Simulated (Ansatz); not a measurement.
Ge63H: several calculations on one system

**1. Relaxation**

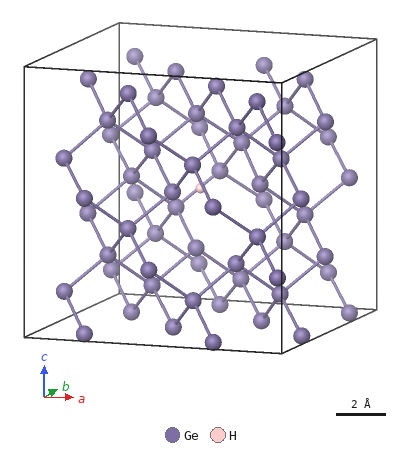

This is the input geometry for a relaxation of a defect cell of composition Ge63H (cell charge −1). A ball-and-stick model of the cell of the calculation (origin shifted), seen slightly off an axis.

All numbers below come from Ansatz, DFT, PBEsol, PAW, plane waves.

(plane-wave cutoff 420 eV; k-point mesh 1 × 1 × 1; mesh shifted by (0.25, 0.25, 0.25); no spin polarisation; atoms relaxed in a fixed cell; force threshold 0.03 eV/Å; at most 80 steps)

```
CELL_PARAMETERS angstrom
11.35118 0.00000 0.00000
0.00000 11.35118 0.00000
0.00000 0.00000 11.35118
ATOMIC_POSITIONS crystal
Ge 0.99858 0.00015 0.00055
Ge 0.99971 0.99984 0.49704
Ge 0.00373 0.49805 0.99880
Ge 0.00082 0.50041 0.50262
Ge 0.50058 0.99989 0.99779
Ge 0.50061 0.99839 0.50151
Ge 0.49993 0.50108 0.00150
Ge 0.12612 0.12465 0.12479
Ge 0.12678 0.12352 0.62587
Ge 0.12422 0.62489 0.12461
Ge 0.12412 0.62567 0.62708
Ge 0.62626 0.12471 0.12361
Ge 0.62619 0.12293 0.62328
Ge 0.62787 0.62758 0.12190
Ge 0.62327 0.62431 0.62690
Ge 0.25101 0.24716 0.00075
Ge 0.24877 0.25109 0.50099
Ge 0.24922 0.75259 0.99994
Ge 0.24973 0.75285 0.49920
Ge 0.75032 0.24913 0.00021
Ge 0.75104 0.25103 0.50038
Ge 0.75202 0.75009 0.00164
Ge 0.75096 0.75097 0.50108
Ge 0.37793 0.37731 0.12437
Ge 0.37669 0.37260 0.62411
Ge 0.37520 0.87453 0.12673
Ge 0.37559 0.87297 0.62103
Ge 0.87736 0.37478 0.12192
Ge 0.87466 0.37506 0.62796
Ge 0.87724 0.87545 0.12558
Ge 0.87615 0.87868 0.62445
Ge 0.24781 0.99910 0.25043
Ge 0.25012 0.00076 0.75303
Ge 0.25028 0.50044 0.25110
Ge 0.25187 0.49758 0.75021
Ge 0.75005 0.99975 0.24729
Ge 0.74981 0.99913 0.74809
Ge 0.74681 0.50056 0.24811
Ge 0.75082 0.49980 0.74851
Ge 0.37576 0.12532 0.37522
Ge 0.37439 0.12727 0.87056
Ge 0.37404 0.62733 0.37594
Ge 0.37544 0.62805 0.87260
Ge 0.87503 0.12647 0.37597
Ge 0.87358 0.12478 0.87686
Ge 0.87522 0.62591 0.37422
Ge 0.87722 0.62424 0.87223
Ge 0.00251 0.24872 0.25475
Ge 0.00101 0.24891 0.74642
Ge 0.99988 0.75140 0.25271
Ge 0.99745 0.74776 0.75189
Ge 0.50181 0.25127 0.24960
Ge 0.49969 0.25028 0.75092
Ge 0.50013 0.75539 0.24807
Ge 0.50516 0.75197 0.75213
Ge 0.12541 0.37502 0.37616
Ge 0.12309 0.37683 0.87343
Ge 0.12567 0.87333 0.37478
Ge 0.12634 0.87649 0.87607
Ge 0.62285 0.37426 0.37386
Ge 0.62495 0.37760 0.87648
Ge 0.62591 0.87618 0.37400
Ge 0.62616 0.87842 0.87394
H 0.39908 0.60581 0.60132
```

**Predict the outcome.**

The atom that moves furthest is H64 (1.72 Å roughly along [1 0 −2]). By element the largest moves are H 1.72 Å, Ge 0.59 Å. The cell stays as it was. Near-neighbour distances that change, for instance: Ge42–H64 2.586 → 1.582 Å, Ge15–Ge55 2.433 → 2.571 Å, Ge3–Ge57 2.399 → 2.507 Å, Ge52–Ge60 2.414 → 2.509 Å. New bonds form, among them: Ge42–H64 (2.59 → 1.58 Å). Among the angles between lasting bonds that change: Ge23–Ge15–Ge55 108.2° → 93.4°, Ge15–Ge23–Ge31 110.4° → 124.5°, Ge15–Ge39–Ge47 109.6° → 123.6°. The energy falls by 3.171 eV per cell of the calculation in 10 geometry steps. Largest force component: 0.86 eV/Å at the start, 0.024 eV/Å at the end.

After the run, drawn alike:

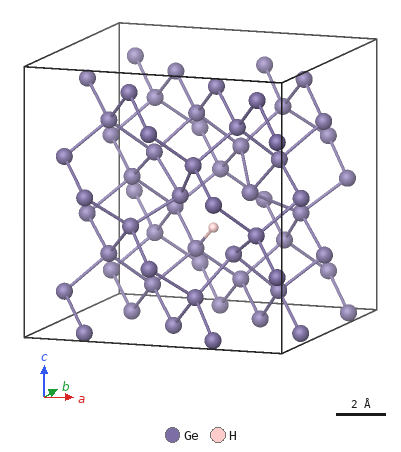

Limits of the set-up: the cell is charged, on a uniform background, and energies carry no finite-size correction.

**2. Relaxation**

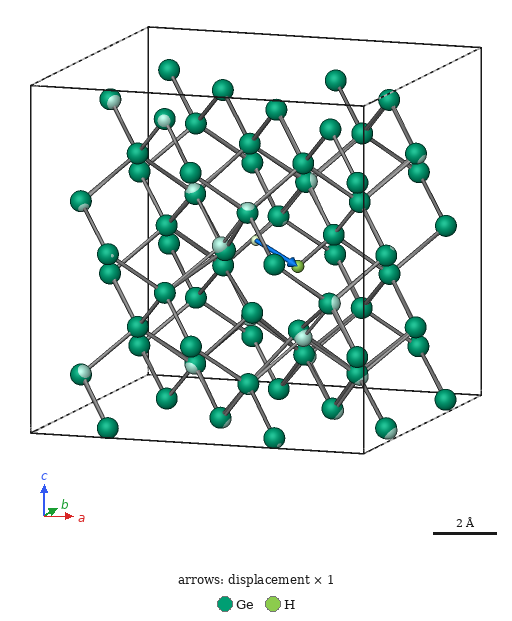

This is a relaxation of a defect cell of composition Ge63H. The starting structure is drawn faded, the final one solid; blue arrows show the displacements, at their true length.

Style: ball-and-stick. Shown: the cell of the calculation (origin shifted), slightly off an axis.

Method: Ansatz, DFT, PBEsol, PAW, plane waves. Settings: plane-wave cutoff 420 eV; k-point mesh 1 × 1 × 1; mesh shifted by (0.25, 0.25, 0.25); collinear spin; atoms relaxed in a fixed cell; force threshold 0.03 eV/Å; at most 80 steps.

Question: Atoms of which element are displaced furthest, and by how much?

Answer: Hydrogen: up to 1.87 Å, against 0.32 Å for germanium.

Question: What happened in the run?

Answer: The atom that moves furthest is the H atom (1.87 Å along [3 −1 −1]). Largest moves by element: H 1.87 Å, Ge 0.32 Å. The cell stays as it was. Some distances before and after: Ge–H 2.570 → 1.579 Å, Ge–Ge 2.399 → 2.497 Å, Ge–Ge 2.444 → 2.519 Å, Ge–Ge 2.386 → 2.462 Å. New bonds form, among them: Ge–H (2.57 → 1.58 Å). Among the angles between lasting bonds that change: Ge–Ge–Ge 109.3° → 118.7°, Ge–Ge–Ge 108.8° → 117.2°, Ge–Ge–Ge 109.4° → 117.6°. The energy falls by 2.674 eV per cell of the calculation in 12 geometry steps. Largest force component: 0.92 eV/Å at the start, 0.025 eV/Å at the end.

**3. Defect**

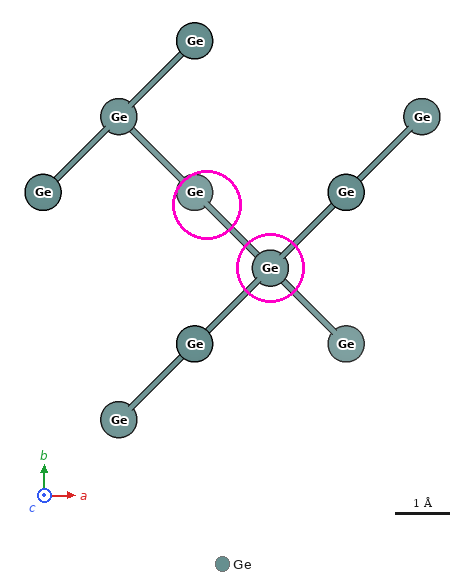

Perfect Ge. The picture is a ball-and-stick view of the atoms within 4.6 Å of one point, in a slice 4.2 Å thick across the line of sight, seen along the c axis.

Method: DFT, PBEsol, PAW, plane waves (Ansatz). (plane-wave cutoff 420 eV; k-point mesh 1 × 1 × 1; mesh shifted by (0.25, 0.25, 0.25); collinear spin) Fermi-Dirac smearing of 0.01 eV. The axes drawn are those of the host's conventional cell.

A germanium atom is taken out (a vacancy) and an extra hydrogen atom is put between the host's atoms (an interstitial), the two sites 2.0 Å apart at the ringed places, in charge state 0. The supercell has 64 sites, and the atoms are relaxed at the host's cell.

How do the neighbours respond?

Around the empty Ge site the host had 4 Ge at 2.46 Å; after relaxation the nearest atoms are 1 H at 0.92 Å. The H atom starts with 1 Ge at 2.05 Å around its place and ends with 1 Ge at 1.58 Å. Of the host's atoms, a germanium atom moves furthest from its site, by 0.32 Å. The H atom itself moves 1.90 Å from where it was put. The cell's net moment is 1.00 μB.

The relaxed defect, seen from the same direction:

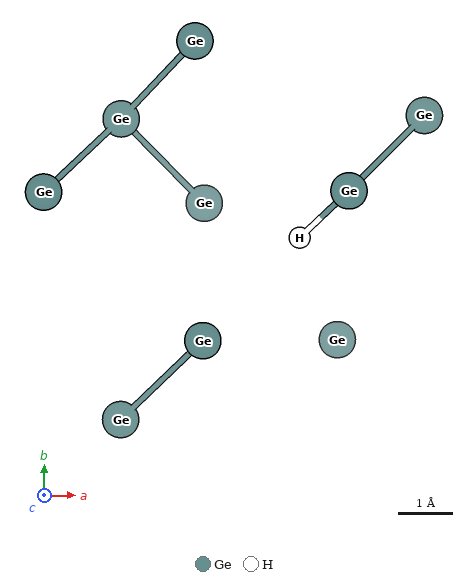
